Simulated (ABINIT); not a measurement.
HfN: single-point calculation

System: HfN (F-43m, 2 atoms in the cell).
Method: Kohn-Sham DFT of a periodic cell, PBEsol, PseudoDojo NC SR PBEsol v0.4.1 standard, no spin polarisation (ABINIT 10.8.3).

The structure derives from a Materials Project entry.

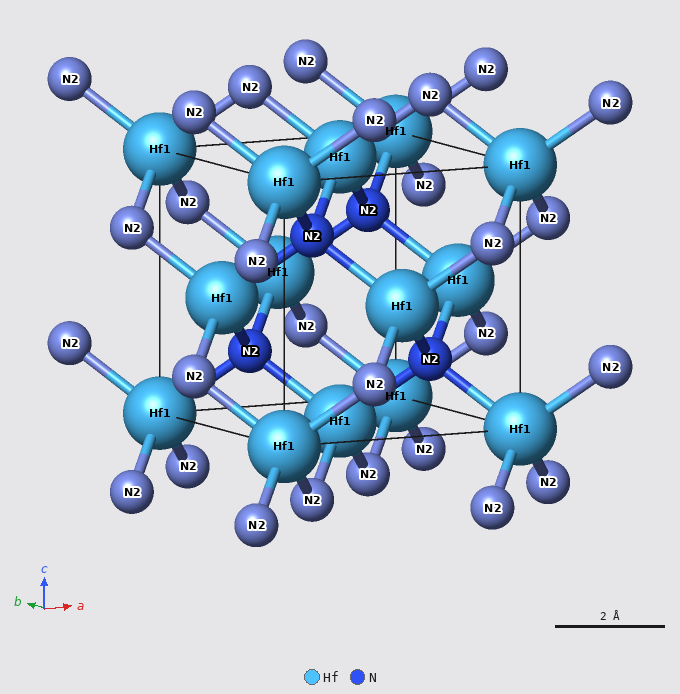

The input geometry (ball-and-stick view of the cell 4 times as large as that of the calculation, set on its symmetry axes, seen at an oblique angle; neighbours outside the cell are drawn fainter; atoms are numbered from 1 in the order of the input). An atom can appear more than once, as a periodic image.

## Input
```
# Pseudopotentials
pp_dirpath "./"
pseudos "Hf.upf, N.upf"

# Structure
acell 3*1.0 Angstrom
rprim
     0.0000000000     2.4548220000     2.4548220000
     2.4548220000     0.0000000000     2.4548220000
     2.4548220000     2.4548220000     0.0000000000
ntypat 2
znucl 72 7
natom 2
typat 1 2
xred
     0.0000000000     0.0000000000     0.0000000000
     0.2500000000     0.2500000000     0.2500000000

# Plane-wave basis
ecut 979.609905 eV

# k points
kptopt 1
ngkpt 7 7 7
nshiftk 1
shiftk 0.0 0.0 0.0

# Exchange and correlation
ixc -116133

# Bands and occupations
nband 13
occopt 3
tsmear 0.05 eV

# SCF cycle
nstep 100
tolvrs 1.0e-10

# Output
iomode 3
prtwf 0
prteig 0
prtebands 0
enunit 2
prtden 1
prtvha 1
prtvclmb 1
prtpot 1
prtelf 1
```

Hardware: 4 threads of Arm Neoverse V2, 24 GiB of memory available, shared host.

Run as:
```bash
mpirun --bind-to none -np 4 abinit run.abi > log 2>&1
```

## The program's output
```
.Version 10.8.3 of ABINIT
 Symmetries : space group F-4 3 m (#216); Bravais cF (face-center cubic)
================================================================================
 Values of the parameters that define the memory need of the present run
     intxc =       0    ionmov =       0      iscf =       7    lmnmax =       8
     lnmax =       8     mgfft =      36  mpssoang =       4    mqgrid =    3001
     natom =       2  nloc_mem =       1    nspden =       1   nspinor =       1
    nsppol =       1      nsym =      24    n1xccc =    2501    ntypat =       2
    occopt =       3   xclevel =       2
       mpw =        2082          nfft =       46656          nkpt =          20
================================================================================
================================================================================

--------------------------------------------------------------------------------
------------- Echo of variables that govern the present computation ------------
--------------------------------------------------------------------------------
 -outvars: echo values of preprocessed input variables --------
            acell      1.8897261259E+00  1.8897261259E+00  1.8897261259E+00 Bohr
              amu      1.78490000E+02  1.40067400E+01
             ecut      3.60000000E+01 Hartree
           enunit           2
              ixc     -116133
         kptrlatt        7    0    0      0    7    0      0    0    7
          kptrlen      4.59231756E+01
            natom           2
            nband          13
            ngfft          36      36      36
             nkpt          20
            nstep         100
             nsym          24
           ntypat           2
           occopt           3
        prtebands           0
           prteig           0
           prtelf           1
           prtpot           1
         prtvclmb           1
           prtvha           1
            prtwf           0
            rprim      0.0000000000E+00  2.4548220000E+00  2.4548220000E+00
                       2.4548220000E+00  0.0000000000E+00  2.4548220000E+00
                       2.4548220000E+00  2.4548220000E+00  0.0000000000E+00
          spgroup         216
           tolvrs      1.00000000E-10
           tsmear      1.83746611E-03 Hartree
            typat      1  2
           xangst      0.0000000000E+00  0.0000000000E+00  0.0000000000E+00
                       1.2274110000E+00  1.2274110000E+00  1.2274110000E+00
            xcart      0.0000000000E+00  0.0000000000E+00  0.0000000000E+00
                       2.3194706339E+00  2.3194706339E+00  2.3194706339E+00
             xred      0.0000000000E+00  0.0000000000E+00  0.0000000000E+00
                       2.5000000000E-01  2.5000000000E-01  2.5000000000E-01
            znucl       72.00000    7.00000

================================================================================

 chkinp: Checking input parameters for consistency.

================================================================================
== DATASET  1 ==================================================================

--- !DatasetInfo
iteration_state: {dtset: 1, }
dimensions: {natom: 2, nkpt: 20, mband: 13, nsppol: 1, nspinor: 1, nspden: 1, mpw: 2082, }
cutoff_energies: {ecut:  36.0, pawecutdg:  -1.0, }
electrons: {nelect:   1.70000000E+01, charge:   0.00000000E+00, occopt:   3.00000000E+00, tsmear:   1.83746611E-03, }
meta: {optdriver: 0, ionmov: 0, optcell: 0, iscf: 7, paral_kgb: 0, }
...

 Real(R)+Recip(G) space primitive vectors, cartesian coordinates (Bohr,Bohr^-1):
 R(1)=  0.0000000  4.6389413  4.6389413  G(1)= -0.1077832  0.1077832  0.1077832
 R(2)=  4.6389413  0.0000000  4.6389413  G(2)=  0.1077832 -0.1077832  0.1077832
 R(3)=  4.6389413  4.6389413  0.0000000  G(3)=  0.1077832  0.1077832 -0.1077832
 Unit cell volume ucvol=  1.9965795E+02 bohr^3
 Angles (23,13,12)=  6.00000000E+01  6.00000000E+01  6.00000000E+01 degrees

 getcut: wavevector=  0.0000  0.0000  0.0000  ngfft=  36  36  36
         ecut(hartree)=     36.000   => boxcut(ratio)=   2.03167

--- Pseudopotential description ------------------------------------------------
- pspini: atom type   1  psp file is ./Hf.upf
12 -116133 3 -1 1656                          pspcod,pspxc,lmax,lloc,mmax
     nproj     2     2     2     2

- pspini: atom type   2  psp file is ./N.upf
12 -116133 1 -1 1058                          pspcod,pspxc,lmax,lloc,mmax
     nproj     2     2     0     0

   4.63350171E+02                                ecore*ucvol(ha*bohr**3)
--------------------------------------------------------------------------------

================================================================================

--- !BeginCycle
iteration_state: {dtset: 1, }
solver: {iscf: 7, nstep: 100, nline: 4, wfoptalg: 0, }
tolerances: {tolvrs: 1.00E-10, }
...

     iter   Etot(hartree)      deltaE(h)  residm     vres2
 ETOT  1  -66.602985888716    -6.660E+01 1.023E-01 9.023E+02
 ETOT  2  -66.442060964042     1.609E-01 5.847E-02 1.547E+03
 ETOT  3  -66.830150086917    -3.881E-01 9.543E-03 6.369E+00
 ETOT  4  -66.832273846616    -2.124E-03 3.032E-03 2.847E-01
 ETOT  5  -66.832339571588    -6.572E-05 8.616E-04 3.652E-02
 ETOT  6  -66.832346605357    -7.034E-06 8.016E-04 1.561E-03
 ETOT  7  -66.832346992773    -3.874E-07 7.555E-04 8.768E-05
 ETOT  8  -66.832347018188    -2.542E-08 6.836E-04 1.840E-06
 ETOT  9  -66.832347018702    -5.142E-10 5.637E-04 2.701E-08
 ETOT 10  -66.832347018710    -8.157E-12 4.637E-04 2.163E-09
 ETOT 11  -66.832347018711    -6.963E-13 3.331E-04 9.071E-12

 At SCF step   11       vres2   =  9.07E-12 < tolvrs=  1.00E-10 =>converged.

 Compute ELF
--------------------------------------------------------------------------------

 Compute kinetic energy density

 Compute gradient of the electron density
 Electron Localization Function (ELF) [min:0;max:1]
)     Maximum=    8.8066E-01  at reduced coord.    0.9167    0.9444    0.9444
)     Minimum=    3.2914E-05  at reduced coord.    0.2500    0.2500    0.2500
   Integrated=    7.0299E+01

--------------------------------------------------------------------------------
 End of ELF section

 Cartesian components of stress tensor (hartree/bohr^3)
  sigma(1 1)=  2.01857244E-04  sigma(3 2)=  0.00000000E+00
  sigma(2 2)=  2.01857244E-04  sigma(3 1)=  0.00000000E+00
  sigma(3 3)=  2.01857244E-04  sigma(2 1)=  0.00000000E+00

--- !ResultsGS
iteration_state: {dtset: 1, }
comment   : Summary of ground state results
lattice_vectors:
- [  0.0000000,   4.6389413,   4.6389413, ]
- [  4.6389413,   0.0000000,   4.6389413, ]
- [  4.6389413,   4.6389413,   0.0000000, ]
lattice_lengths: [   6.56045,    6.56045,    6.56045, ]
lattice_angles: [ 60.000,  60.000,  60.000, ] # degrees, (23, 13, 12)
lattice_volume:   1.9965795E+02
convergence: {deltae: -6.963E-13, res2:  9.071E-12, residm:  3.331E-04, diffor: null, }
etotal    :  -6.68323470E+01
entropy   :   0.00000000E+00
fermie    :   3.67675066E-01
cartesian_stress_tensor: # hartree/bohr^3
- [  2.01857244E-04,   0.00000000E+00,   0.00000000E+00, ]
- [  0.00000000E+00,   2.01857244E-04,   0.00000000E+00, ]
- [  0.00000000E+00,   0.00000000E+00,   2.01857244E-04, ]
pressure_GPa:  -5.9388E+00
xred      :
- [  0.0000E+00,   0.0000E+00,   0.0000E+00, Hf]
- [  2.5000E-01,   2.5000E-01,   2.5000E-01,  N]
cartesian_forces: # hartree/bohr
- [ -1.45110978E-29,  -1.45110978E-29,   4.35332935E-29, ]
- [  1.45110978E-29,   1.45110978E-29,  -4.35332935E-29, ]
force_length_stats: {min:   4.81278668E-29, max:   4.81278668E-29, mean:   4.81278668E-29, }
...

 Integrated electronic density in atomic spheres:
 ------------------------------------------------
 Atom  Sphere_radius  Integrated_density
    1        2.00000          8.42291616
    2        2.00000          5.22102350
================================================================================

 ----iterations are completed or convergence reached----

 Mean square residual over all n,k,spin=   18.254E-07; max=  33.312E-05
 reduced coordinates (array xred) for    2 atoms
       0.000000000000      0.000000000000      0.000000000000
       0.250000000000      0.250000000000      0.250000000000
 rms dE/dt=  4.2574E-28; max dE/dt=  5.3853E-28; dE/dt below (all hartree)
    1       0.000000000000      0.000000000000     -0.000000000000
    2       0.000000000000      0.000000000000     -0.000000000000

 cartesian coordinates (angstrom) at end:
    1      0.00000000000000     0.00000000000000     0.00000000000000
    2      1.22741100000000     1.22741100000000     1.22741100000000

 cartesian forces (hartree/bohr) at end:
    1     -0.00000000000000    -0.00000000000000     0.00000000000000
    2      0.00000000000000     0.00000000000000    -0.00000000000000
 frms,max,avg= 2.7786637E-29 4.3533293E-29   0.000E+00  0.000E+00  0.000E+00 h/b

 cartesian forces (eV/Angstrom) at end:
    1     -0.00000000000000    -0.00000000000000     0.00000000000000
    2      0.00000000000000     0.00000000000000    -0.00000000000000
 frms,max,avg= 1.4288463E-27 2.2385720E-27   0.000E+00  0.000E+00  0.000E+00 e/A
 length scales=  1.889726125908  1.889726125908  1.889726125908 bohr
              =  1.000000000000  1.000000000000  1.000000000000 angstroms
 Fermi (or HOMO) energy (hartree) =   0.36768   Average Vxc (hartree)=  -0.43258
 Eigenvalues (hartree) for nkpt=  20  k points:
 kpt#   1, nband= 13, wtk=  0.00292, kpt=  0.0000  0.0000  0.0000 (reduced coord)
  -1.92944   -0.77391   -0.77391   -0.77391   -0.22450    0.16557    0.16557    0.16557
   0.34033    0.44831    0.44831    0.60862    0.60862
      occupation numbers for kpt#   1
   2.00000    2.00000    2.00000    2.00000    2.00000    2.00000    2.00000    2.00000
   2.00000    0.00000    0.00000    0.00000    0.00000
 prteigrs : prtvol=0 or 1, do not print more k-points.

 Fermi (or HOMO) energy (eV) =  10.00495   Average Vxc (eV)= -11.77115
 Eigenvalues (   eV  ) for nkpt=  20  k points:
 kpt#   1, nband= 13, wtk=  0.00292, kpt=  0.0000  0.0000  0.0000 (reduced coord)
 -52.50272  -21.05912  -21.05912  -21.05912   -6.10885    4.50526    4.50526    4.50526
   9.26085   12.19920   12.19920   16.56153   16.56153
 prteigrs : prtvol=0 or 1, do not print more k-points.

--- !EnergyTerms
iteration_state     : {dtset: 1, }
comment             : Components of total free energy in Hartree
kinetic             :  2.14860845573032E+01
hartree             :  1.00344896222271E+01
xc                  : -1.71924738742222E+01
Ewald energy        : -4.69435781050377E+01
psp_core            :  2.32071981172991E+00
local_psp           : -3.81783443498997E+01
non_local_psp       :  1.64092877755396E+00
internal            : -6.68321735603454E+01
'-kT*entropy'       : -1.73458365581720E-04
total_energy        : -6.68323470187110E+01
total_energy_eV     : -1.81860080845158E+03
band_energy         : -7.49917573621887E+00
...

 Cartesian components of stress tensor (hartree/bohr^3)
  sigma(1 1)=  2.01857244E-04  sigma(3 2)=  0.00000000E+00
  sigma(2 2)=  2.01857244E-04  sigma(3 1)=  0.00000000E+00
  sigma(3 3)=  2.01857244E-04  sigma(2 1)=  0.00000000E+00

-Cartesian components of stress tensor (GPa)         [Pressure= -5.9388E+00 GPa]
- sigma(1 1)=  5.93884517E+00  sigma(3 2)=  0.00000000E+00
- sigma(2 2)=  5.93884517E+00  sigma(3 1)=  0.00000000E+00
- sigma(3 3)=  5.93884517E+00  sigma(2 1)=  0.00000000E+00

== END DATASET(S) ==============================================================
================================================================================

 -outvars: echo values of variables after computation  --------
            acell      1.8897261259E+00  1.8897261259E+00  1.8897261259E+00 Bohr
           etotal     -6.6832347019E+01
            fcart     -1.4511097833E-29 -1.4511097833E-29  4.3533293499E-29
                       1.4511097833E-29  1.4511097833E-29 -4.3533293499E-29
            rprim      0.0000000000E+00  2.4548220000E+00  2.4548220000E+00
                       2.4548220000E+00  0.0000000000E+00  2.4548220000E+00
                       2.4548220000E+00  2.4548220000E+00  0.0000000000E+00
           strten      2.0185724439E-04  2.0185724439E-04  2.0185724439E-04
                       0.0000000000E+00  0.0000000000E+00  0.0000000000E+00
           xangst      0.0000000000E+00  0.0000000000E+00  0.0000000000E+00
                       1.2274110000E+00  1.2274110000E+00  1.2274110000E+00
             xred      0.0000000000E+00  0.0000000000E+00  0.0000000000E+00
                       2.5000000000E-01  2.5000000000E-01  2.5000000000E-01
 Calculation completed.
```

## Key numbers

| quantity | value |
| --- | --- |
| outcome | converged |
| space group (tolerance 0.01 Å) | F-43m (216) |
| electrons treated | 17 |
| free energy | −1818.6008 eV |
| Fermi energy | 10.005 eV |
| gap on the k-point mesh | none (metallic) |
| pressure | −5.94 GPa |
| largest force (length of the vector) | under 0.001 eV/Å |
| wall time | 6.1 s (CPU time 24 s) |
| peak memory | 0.24 GiB |

## Notes

Points of doubt noted for this run: cutoff too low for stress. Spin–orbit coupling is left out, which matters for Hf. The cell holds an odd number of electrons but the run has no spin polarisation, so a band is left half filled. The cell is under a tension of 5.9 GPa at this level, so it is not at its equilibrium volume.
